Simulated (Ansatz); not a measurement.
Au. A set of calculations on one system.

Space group P6_3/mmc. This isn't the usual form at ambient conditions.

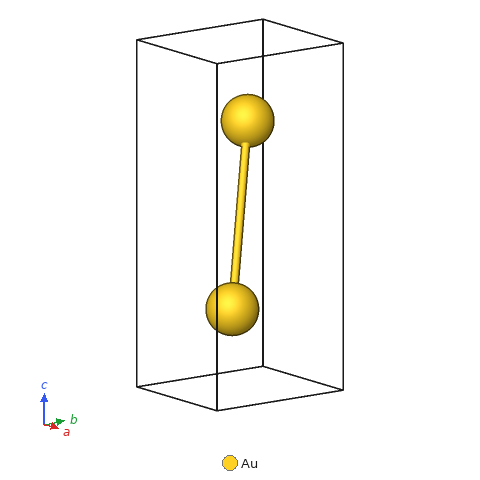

The conventional cell.

The calculation's input:

```
crystal:
  lattice:
    - [2.9, 0.0, 0.0]
    - [-1.45, 2.511473671, 0.0]
    - [0.0, 0.0, 4.88]
  atoms:
    - { symbol: Au, position: [0.3333333333, 0.6666666667, 0.75] }
    - { symbol: Au, position: [0.6666666667, 0.3333333333, 0.25] }
basis:
  ecutwfc: 420
  fft_grid_basis: typed
kpoints:
  mp_grid: { grid: [15, 15, 8] }
hamiltonian:
  xc: pbe
  pseudopotentials: { kind: paw }
scf:
  occupations: { method: gaussian, width: 0.05 }
output:
  forces: true
  stress: true
  eigenvalues: true
  bader: true
  write_density: true
  volumetric_format: npy
  elf: true
```

Run with:

```sh
ansatz run input.yaml --threads 1 --pin off --max-ram 2560MiB --backend cpu --events-out ev --progress --plain --runs-dir out
```

The picture shows the conventional cell (a = 2.90 Å, b = 2.90 Å, c = 4.88 Å, α = 90.00°, β = 90.00°, γ = 120.00°).

All numbers below come from DFT PBE, scalar-relativistic, plane waves, PAW (Ansatz).

Core electrons are frozen (PAW), so the maps are meaningful between the atoms, not at the nuclei.

### 1. Bonding charge

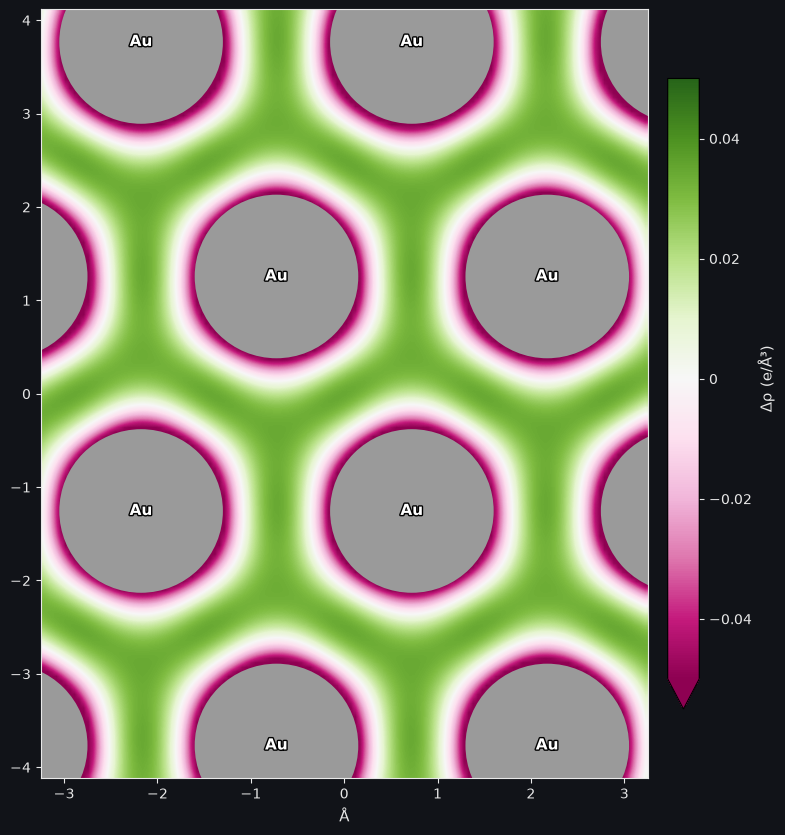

Bonding charge density, ρ(crystal) − Σ ρ(neutral atoms): a map on the (001) plane of the conventional cell, with grey discs over the atomic cores. Cores are masked to 0.9 Å (Au).

Where does charge go when the atoms form this crystal?

Au–Au (2.90 Å): Δρ is +0.03 e/Å³ at the midpoint.
- Over the whole cell, outside the masked cores, the largest gain, 0.03 e/Å³, lies 1.7 Å from a gold nucleus, and the largest loss lies at the edge of the masked core of Au.
- In all about 0.24 e an atom is rearranged against the free atoms.

### 2. One group of states

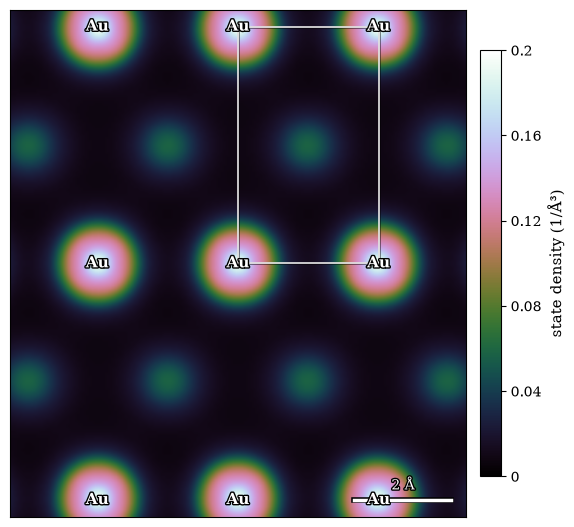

Density of the Kohn–Sham states from −6.3 to −3.2 eV about the Fermi level (the middle third of the occupied valence band), scaled to one electron a cell: a map on the (010) plane of the conventional cell.

Describe these states.

Projected on a minimal set of atomic orbitals (Löwdin), they are Au 5d (95 %).

### 3. Moving an atom

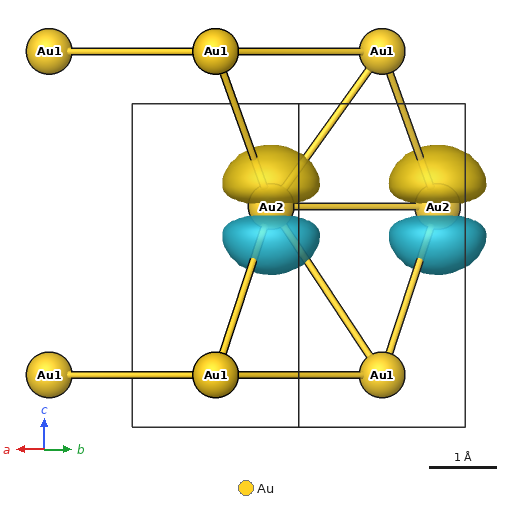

Au: one atom of the 2-atom cell (and its periodic copies) was moved a little. Density after less density before, yellow at +0.5 and cyan at −0.5 e/Å³, seen along [110]; cell a = 2.90 Å, b = 2.90 Å, c = 4.88 Å, α = 90.00°, β = 90.00°, γ = 120.00°. The lobes lie largely inside the PAW sphere, where the density is a smoothed one.

Find the displaced atom and its direction.

Au2 moved towards the yellow lobe, upwards in the picture. In the run the shift was 0.10 Å along [0 0 1] in the axes of the cell drawn.

What restoring force does the calculation give for this move?

The force on it changes by 0.67 eV/Å along the move, against it: a stiffness of about 6.7 eV/Å² for this sublattice shift.

### 4. Change of volume

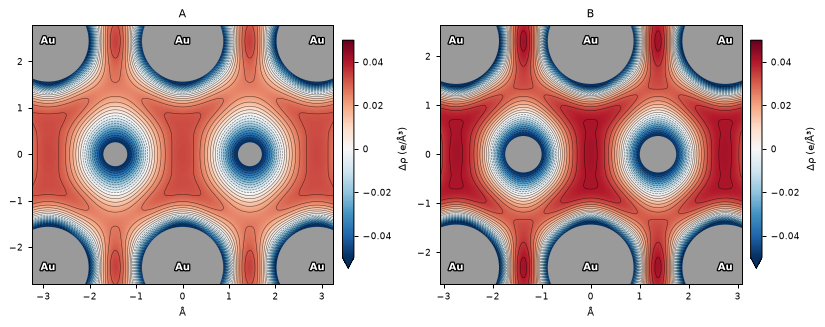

Au: deformation density on the (010) plane of the conventional cell at two volumes, with the same fractional coordinates and one colour scale. Grey discs cover the cores.

How do the two volumes compare, and how does the bonding charge respond?

A is the larger cell: B has 85 % of the volume of A. From A to B, Au–Au goes from 2.90 to 2.75 Å, and Δρ at its midpoint from +0.03 to +0.04 e/Å³. The pressure is 2 GPa in A and 41 GPa in B. The rearranged charge is 0.24 e an atom in A and 0.25 e in B.

### 5. Putting it together

The two pressures give a mean stiffness −ΔP/Δln V of about 238 GPa over this range, with the atoms held at their fractional positions.
